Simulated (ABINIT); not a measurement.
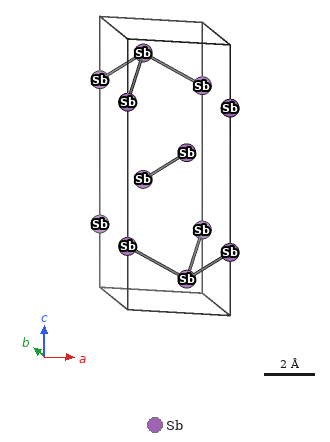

Fig. 1: The structure (ball-and-stick view of the cell 3 times as large as that of the calculation, set on its symmetry axes, seen slightly off an axis).

## Sb: band-structure run (part 1 of 3)

The run: band-structure run of Sb (R-3m, 2 atoms in the cell). Method and program: Kohn-Sham DFT of a periodic cell, LDA, JTH PAW LDA v2.0, no spin polarisation (ABINIT 10.8.3).

The structure derives from an entry of the Crystallography Open Database.

The input:
```
# Datasets: ground state, then fixed potential
ndtset 2

# Pseudopotentials
pp_dirpath "./"
pseudos "Sb.LDA_PW-JTH.xml"

# Structure
acell 3*1.0
rprim
     4.0708480177     2.3503051989     7.1015907763
    -4.0708480177     2.3503051989     7.1015907763
     0.0000000000    -4.7006103977     7.1015907763
ntypat 1
znucl 51
natom 2
typat 1 1
xcart
     0.0000000000     0.0000000000    16.3303210379
     0.0000000000     0.0000000000     4.9744512911

# Plane-wave basis
ecut 15.0
pawecutdg 30.0

# Exchange and correlation
ixc 7

# Bands and occupations
occopt 3
tsmear 0.05 eV

# SCF cycle
nstep 100

# Output
iomode 3
prtwf 0
prteig 0
prtebands 0
prtden1 1

# Dataset 1
kptopt1 1
ngkpt1 8 8 8
nshiftk1 1
shiftk1 0.0 0.0 0.0
nband1 19
tolvrs1 1.0e-9

# Dataset 2: bands along G-L-B1
iscf2 -2
getden2 1
nband2 25
nbdbuf2 4
tolwfr2 1.0e-11
kptopt2 -2
ndivsm2 6
prteig2 1
kptbounds2
     0.0000000000     0.0000000000     0.0000000000
     0.5000000000     0.0000000000     0.0000000000
     0.5000000000     0.2396873643    -0.2396873643
```

Run on 1 thread of AMD EPYC (Zen 5), 16 GiB of memory available, shared host.

Run as:
```bash
abinit run.abi > log 2>&1
```

What the program printed:
```
.Version 10.8.3 of ABINIT
 DATASET    1 : space group R-3 m (#166); Bravais hR (rhombohedral)
================================================================================
 Values of the parameters that define the memory need for DATASET  1.
     intxc =       0    ionmov =       0      iscf =      17    lmnmax =      18
     lnmax =       6     mgfft =      30  mpssoang =       3    mqgrid =    3001
     natom =       2  nloc_mem =       2    nspden =       1   nspinor =       1
    nsppol =       1      nsym =      12    n1xccc =       1    ntypat =       1
    occopt =       3   xclevel =       1
       mpw =        1147          nfft =       27000          nkpt =          65
 PAW method is used; the additional fine FFT grid is defined by:
   mgfftf=        45    nfftf =     91125
================================================================================
================================================================================

 DATASET    2 : space group R-3 m (#166); Bravais hR (rhombohedral)
================================================================================
 Values of the parameters that define the memory need for DATASET  2.
     intxc =       0    ionmov =       0      iscf =      -2    lmnmax =      18
     lnmax =       6     mgfft =      30  mpssoang =       3    mqgrid =    3001
     natom =       2  nloc_mem =       2    nspden =       1   nspinor =       1
    nsppol =       1      nsym =      12    n1xccc =       1    ntypat =       1
    occopt =       3   xclevel =       1
       mpw =        1138          nfft =       27000          nkpt =          15
 PAW method is used; the additional fine FFT grid is defined by:
   mgfftf=        45    nfftf =     91125
================================================================================
================================================================================

--------------------------------------------------------------------------------
------------- Echo of variables that govern the present computation ------------
--------------------------------------------------------------------------------
 -outvars: echo values of preprocessed input variables --------
            acell      1.0000000000E+00  1.0000000000E+00  1.0000000000E+00 Bohr
              amu      1.21753000E+02
             ecut      1.50000000E+01 Hartree
           getden1          0
           getden2          1
             iscf1         17
             iscf2         -2
                       outvar_i_n : Printing only first  50 k-points.
              ixc           7
           jdtset        1    2
                       outvar_i_n : Printing only first  50 k-points.
           kptopt1          1
           kptopt2         -2
         kptrlatt        8    0    0      0    8    0      0    0    8
          kptrlen1     6.51335683E+01
          kptrlen2     3.00000000E+01
            natom           2
            nband1         19
            nband2         25
           nbdbuf1          0
           nbdbuf2          4
           ndtset           2
           ndivsm1          0
           ndivsm2          6
            ngfft          30      30      30
          ngfftdg          45      45      45
             nkpt1         65
             nkpt2         15
            nstep         100
             nsym          12
           ntypat           1
                       prtocc : prtvol=0, do not print more k-points.
           occopt           3
        pawecutdg      3.00000000E+01 Hartree
        prtebands           0
           prteig1          0
           prteig2          1
            prtwf           0
            rprim      4.0708480177E+00  2.3503051989E+00  7.1015907763E+00
                      -4.0708480177E+00  2.3503051989E+00  7.1015907763E+00
                       0.0000000000E+00 -4.7006103977E+00  7.1015907763E+00
           shiftk1     0.00000000E+00  0.00000000E+00  0.00000000E+00
           shiftk2     5.00000000E-01  5.00000000E-01  5.00000000E-01
          spgroup         166
           tolvrs1     1.00000000E-09
           tolvrs2     0.00000000E+00
           tolwfr1     0.00000000E+00
           tolwfr2     1.00000000E-11
           tsmear      1.83746611E-03 Hartree
            typat      1  1
           useylm           1
                       outvars : Printing only first  50 k-points.
           xangst      1.6487737639E-16  1.4103041309E-11  8.6416337341E+00
                       1.7713556495E-17 -1.4103469181E-11  2.6323662582E+00
            xcart      3.1157308573E-16  2.6650885617E-11  1.6330321038E+01
                       3.3473770491E-17 -2.6651694178E-11  4.9744512911E+00
             xred      7.6651000000E-01  7.6651000000E-01  7.6651000001E-01
                       2.3349000000E-01  2.3349000000E-01  2.3349000001E-01
            znucl       51.00000

================================================================================

 chkinp: Checking input parameters for consistency, jdtset=   1.

 chkinp: Checking input parameters for consistency, jdtset=   2.

================================================================================
== DATASET  1 ==================================================================

--- !DatasetInfo
iteration_state: {dtset: 1, }
dimensions: {natom: 2, nkpt: 65, mband: 19, nsppol: 1, nspinor: 1, nspden: 1, mpw: 1147, }
cutoff_energies: {ecut:  15.0, pawecutdg:  30.0, }
electrons: {nelect:   3.00000000E+01, charge:   0.00000000E+00, occopt:   3.00000000E+00, tsmear:   1.83746611E-03, }
meta: {optdriver: 0, ionmov: 0, optcell: 0, iscf: 17, paral_kgb: 0, }
...

 Exchange-correlation functional for the present dataset will be:
  LDA: Perdew-Wang 92 LSD fit to Ceperley-Alder data - ixc=7
  J.P.Perdew and Y.Wang, PRB 45, 13244 (1992)

 Real(R)+Recip(G) space primitive vectors, cartesian coordinates (Bohr,Bohr^-1):
 R(1)=  4.0708480  2.3503052  7.1015908  G(1)=  0.1228245  0.0709128  0.0469378
 R(2)= -4.0708480  2.3503052  7.1015908  G(2)= -0.1228245  0.0709128  0.0469378
 R(3)=  0.0000000 -4.7006104  7.1015908  G(3)=  0.0000000 -0.1418256  0.0469378
 Unit cell volume ucvol=  4.0767684E+02 bohr^3
 Angles (23,13,12)=  5.71101732E+01  5.71101732E+01  5.71101732E+01 degrees

 Coarse grid specifications (used for wave-functions):

 getcut: wavevector=  0.0000  0.0000  0.0000  ngfft=  30  30  30
         ecut(hartree)=     15.000   => boxcut(ratio)=   2.02069

 Fine grid specifications (used for densities):

 getcut: wavevector=  0.0000  0.0000  0.0000  ngfft=  45  45  45
         ecut(hartree)=     30.000   => boxcut(ratio)=   2.09544

--- Pseudopotential description ------------------------------------------------
- pspini: atom type   1  psp file is ./Sb.LDA_PW-JTH.xml
 Pseudopotential format is: paw10
 basis_size (lnmax)=  6 (lmn_size= 18), orbitals=   0   0   1   1   2   2
 Spheres core radius: rc_sph= 2.40089151
 Shapefunction is BESSEL type: shapef(r,l)=aa(1,l)*jl(q(1,l)*r)+aa(2,l)*jl(q(2,l)*r)
 Radius for shape functions =  2.00542650
 Compensation charge density is not taken into account in XC energy/potential

   1.41999386E+03                                ecore*ucvol(ha*bohr**3)
--------------------------------------------------------------------------------

================================================================================

--- !BeginCycle
iteration_state: {dtset: 1, }
solver: {iscf: 17, nstep: 100, nline: 4, wfoptalg: 10, }
tolerances: {tolvrs: 1.00E-09, }
...

     iter   Etot(hartree)      deltaE(h)  residm     nres2
 ETOT  1  -164.84619376682    -1.648E+02 1.272E+01 6.330E-01
 ETOT  2  -165.57862309809    -7.324E-01 7.581E-02 2.914E-01
 ETOT  3  -165.57796238824     6.607E-04 9.042E-03 8.491E-02
 ETOT  4  -165.57761901923     3.434E-04 2.527E-03 1.191E-03
 ETOT  5  -165.57761891820     1.010E-07 9.685E-04 2.640E-04
 ETOT  6  -165.57761939059    -4.724E-07 5.796E-04 1.889E-05
 ETOT  7  -165.57761932150     6.909E-08 4.286E-04 1.272E-06
 ETOT  8  -165.57761932138     1.188E-10 1.937E-04 2.127E-08
 ETOT  9  -165.57761932143    -5.136E-11 1.864E-04 2.311E-09
 ETOT 10  -165.57761932143     2.899E-12 1.559E-04 1.212E-10

 At SCF step   10       nres2   =  1.21E-10 < tolvrs=  1.00E-09 =>converged.

 Cartesian components of stress tensor (hartree/bohr^3)
  sigma(1 1)=  3.61750244E-05  sigma(3 2)= -4.02741172E-14
  sigma(2 2)=  3.61750243E-05  sigma(3 1)=  0.00000000E+00
  sigma(3 3)=  5.11895368E-05  sigma(2 1)=  0.00000000E+00

--- !ResultsGS
iteration_state: {dtset: 1, }
comment   : Summary of ground state results
lattice_vectors:
- [  4.0708480,   2.3503052,   7.1015908, ]
- [ -4.0708480,   2.3503052,   7.1015908, ]
- [  0.0000000,  -4.7006104,   7.1015908, ]
lattice_lengths: [   8.51636,    8.51636,    8.51636, ]
lattice_angles: [ 57.110,  57.110,  57.110, ] # degrees, (23, 13, 12)
lattice_volume:   4.0767684E+02
convergence: {deltae:  2.899E-12, res2:  1.212E-10, residm:  1.559E-04, diffor: null, }
etotal    :  -1.65577619E+02
entropy   :   0.00000000E+00
fermie    :   2.53101234E-01
cartesian_stress_tensor: # hartree/bohr^3
- [  3.61750244E-05,   0.00000000E+00,   0.00000000E+00, ]
- [  0.00000000E+00,   3.61750243E-05,  -4.02741172E-14, ]
- [  0.00000000E+00,  -4.02741172E-14,   5.11895368E-05, ]
pressure_GPa:  -1.2116E+00
xred      :
- [  7.6651E-01,   7.6651E-01,   7.6651E-01, Sb]
- [  2.3349E-01,   2.3349E-01,   2.3349E-01, Sb]
cartesian_forces: # hartree/bohr
- [ -1.01115037E-19,  -6.52545216E-20,  -2.79164556E-04, ]
- [  1.01115037E-19,   6.52545216E-20,   2.79164556E-04, ]
force_length_stats: {min:   2.79164556E-04, max:   2.79164556E-04, mean:   2.79164556E-04, }
...

 Integrated electronic density in atomic spheres:
 ------------------------------------------------
 Atom  Sphere_radius  Integrated_density
    1        2.40089         12.46474921
    2        2.40089         12.46474921

================================================================================

 ----iterations are completed or convergence reached----

 Mean square residual over all n,k,spin=   17.442E-08; max=  15.587E-05
 reduced coordinates (array xred) for    2 atoms
       0.766510000000      0.766510000000      0.766510000011
       0.233489999998      0.233489999998      0.233490000008
 rms dE/dt=  1.9825E-03; max dE/dt=  1.9825E-03; dE/dt below (all hartree)
    1       0.001982512432      0.001982512432      0.001982512432
    2      -0.001982512432     -0.001982512432     -0.001982512432

 cartesian coordinates (angstrom) at end:
    1      0.00000000000000     0.00000000001410     8.64163373412392
    2      0.00000000000000    -0.00000000001410     2.63236625821130

 cartesian forces (hartree/bohr) at end:
    1     -0.00000000000000    -0.00000000000000    -0.00027916455550
    2      0.00000000000000     0.00000000000000     0.00027916455550
 frms,max,avg= 1.6117573E-04 2.7916456E-04   0.000E+00  0.000E+00  0.000E+00 h/b

 cartesian forces (eV/Angstrom) at end:
    1     -0.00000000000000    -0.00000000000000    -0.01435521861991
    2      0.00000000000000     0.00000000000000     0.01435521861991
 frms,max,avg= 8.2879893E-03 1.4355219E-02   0.000E+00  0.000E+00  0.000E+00 e/A
 length scales=  1.000000000000  1.000000000000  1.000000000000 bohr
              =  0.529177210544  0.529177210544  0.529177210544 angstroms
 Fermi (or HOMO) energy (hartree) =   0.25310   Average Vxc (hartree)=  -0.34482
 Eigenvalues (hartree) for nkpt=  65  k points:
 kpt#   1, nband= 19, wtk=  0.00195, kpt=  0.0000  0.0000  0.0000 (reduced coord)
  -0.82559   -0.82559   -0.82240   -0.82240   -0.82156   -0.81818   -0.81818   -0.81802
  -0.81509   -0.81509   -0.21786    0.06809    0.17556    0.18540    0.18540    0.32724
   0.34931    0.34931    0.44283
      occupation numbers for kpt#   1
   2.00000    2.00000    2.00000    2.00000    2.00000    2.00000    2.00000    2.00000
   2.00000    2.00000    2.00000    2.00000    2.00000    2.00000    2.00000    0.00000
   0.00000    0.00000    0.00000
 prteigrs : prtvol=0 or 1, do not print more k-points.

--- !EnergyTerms
iteration_state     : {dtset: 1, }
comment             : Components of total free energy in Hartree
kinetic             :  8.35421180298269E+00
hartree             :  4.78133196280641E+01
xc                  : -4.74764973146124E+00
Ewald energy        : -1.07854485092657E+02
psp_core            :  3.48313592379665E+00
local_psp           : -1.45536202761334E+02
PAW spherical_terms :  3.29101520305124E+01
internal            : -1.65577518200097E+02
'-kT*entropy'       : -9.90455792606808E-05
total_energy        : -1.65577617245676E+02
total_energy_eV     : -4.50559649656130E+03
...

--- !EnergyTermsDC
iteration_state     : {dtset: 1, }
comment             : '"Double-counting" decomposition of free energy'
band_energy         : -1.59201156931398E+01
Ewald energy        : -1.07854485092657E+02
psp_core            :  3.48313592379665E+00
xc_dc               : -4.71542654715846E+01
PAW spherical_terms :  1.86821005773483E+00
internal            : -1.65577520275850E+02
'-kT*entropy'       : -9.90455792606808E-05
total_energy_dc     : -1.65577619321429E+02
total_energy_dc_eV  : -4.50559655304542E+03
...

--- !EnergyTermsWithPAWCore
iteration_state     : {dtset: 1, }
comment             : 'Components of total free energy, including PAW core contributions'
Total energy        : -1.29522861878375E+04
Total energy DC     : -1.29522861899132E+04
Total energy (eV)   : -3.52449662225730E+05
Total energy DC (eV): -3.52449662282215E+05
...

 Cartesian components of stress tensor (hartree/bohr^3)
  sigma(1 1)=  3.61750244E-05  sigma(3 2)= -4.02741172E-14
  sigma(2 2)=  3.61750243E-05  sigma(3 1)=  0.00000000E+00
  sigma(3 3)=  5.11895368E-05  sigma(2 1)=  0.00000000E+00

-Cartesian components of stress tensor (GPa)         [Pressure= -1.2116E+00 GPa]
- sigma(1 1)=  1.06430596E+00  sigma(3 2)= -1.18490544E-09
- sigma(2 2)=  1.06430596E+00  sigma(3 1)=  0.00000000E+00
- sigma(3 3)=  1.50604817E+00  sigma(2 1)=  0.00000000E+00

================================================================================
== DATASET  2 ==================================================================

--- !DatasetInfo
iteration_state: {dtset: 2, }
dimensions: {natom: 2, nkpt: 15, mband: 25, nsppol: 1, nspinor: 1, nspden: 1, mpw: 1138, }
cutoff_energies: {ecut:  15.0, pawecutdg:  30.0, }
electrons: {nelect:   3.00000000E+01, charge:   0.00000000E+00, occopt:   3.00000000E+00, tsmear:   1.83746611E-03, }
meta: {optdriver: 0, ionmov: 0, optcell: 0, iscf: -2, paral_kgb: 0, }
...

 mkfilename : getden/=0, take file _DEN from output of DATASET   1.

 Exchange-correlation functional for the present dataset will be:
  LDA: Perdew-Wang 92 LSD fit to Ceperley-Alder data - ixc=7
  J.P.Perdew and Y.Wang, PRB 45, 13244 (1992)

 Real(R)+Recip(G) space primitive vectors, cartesian coordinates (Bohr,Bohr^-1):
 R(1)=  4.0708480  2.3503052  7.1015908  G(1)=  0.1228245  0.0709128  0.0469378
 R(2)= -4.0708480  2.3503052  7.1015908  G(2)= -0.1228245  0.0709128  0.0469378
 R(3)=  0.0000000 -4.7006104  7.1015908  G(3)=  0.0000000 -0.1418256  0.0469378
 Unit cell volume ucvol=  4.0767684E+02 bohr^3
 Angles (23,13,12)=  5.71101732E+01  5.71101732E+01  5.71101732E+01 degrees

 Coarse grid specifications (used for wave-functions):

 getcut: wavevector=  0.0000  0.0000  0.0000  ngfft=  30  30  30
         ecut(hartree)=     15.000   => boxcut(ratio)=   2.02069

 Fine grid specifications (used for densities):

 getcut: wavevector=  0.0000  0.0000  0.0000  ngfft=  45  45  45
         ecut(hartree)=     30.000   => boxcut(ratio)=   2.09544
--------------------------------------------------------------------------------
```
